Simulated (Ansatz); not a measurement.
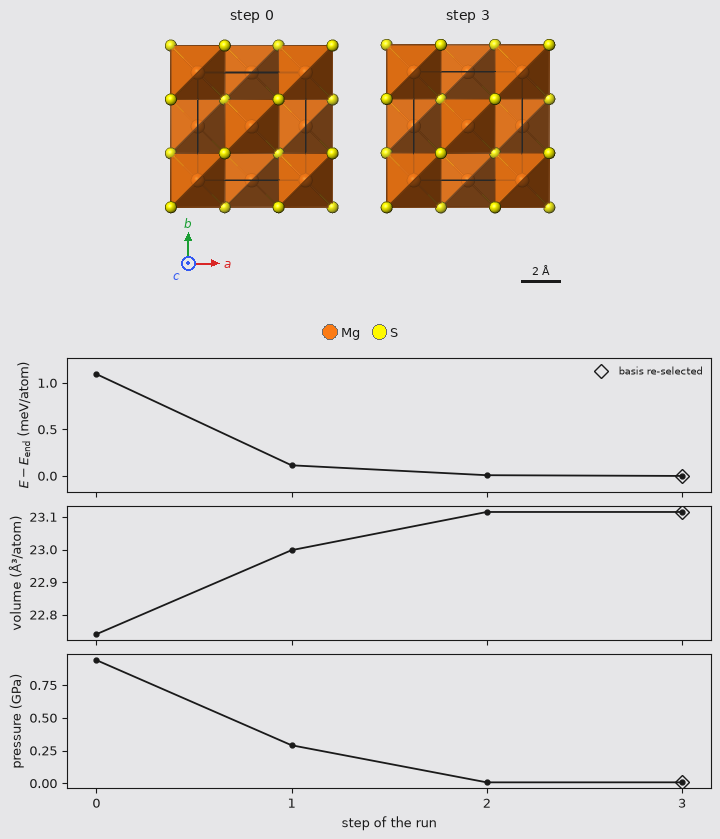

First and last geometry of a relaxation of crystalline MgS (set up in F-43m), with the history of the run. Style: polyhedral. Shown: the conventional cell (4 times the calculation's cell), along the c axis. Lengths and directions refer to the drawn axes.

These are results of DFT PBE, scalar-relativistic, plane waves, PAW (Ansatz), not measurements. Set-up: plane-wave cutoff 420 eV; k-point mesh 8 × 8 × 8; occupations gaussian; smearing width 0.02 eV; no spin polarisation; cell and atoms relaxed; force threshold 0.005 eV/Å; at most 80 steps.

Question: Did the run converge, and what did it change?

Answer: It converged. Over 2 accepted moves (3 points after the start) the energy falls by 1.1 meV per atom. All forces vanish by symmetry, so only the cell relaxes. The pressure goes from 0.94 to 0.01 GPa. At 1 point the geometry stayed and the basis and grid were re-selected for the new cell (energy shift of less than 0.05 meV per atom at most each time). No atom moves by more than 0.005 Å relative to the cell. The drawn cell changes as follows: a = b = c 5.666 → 5.697 Å (+0.5 %); the volume changes by +1.6 %. Among the contacts that change: Mg–S 2.454 → 2.467 Å. The space group stays F-43m (No. 216). Cost: 2.3 s on 4 threads of Arm Neoverse V1, with other jobs on the host, peak memory 0.32 GiB.
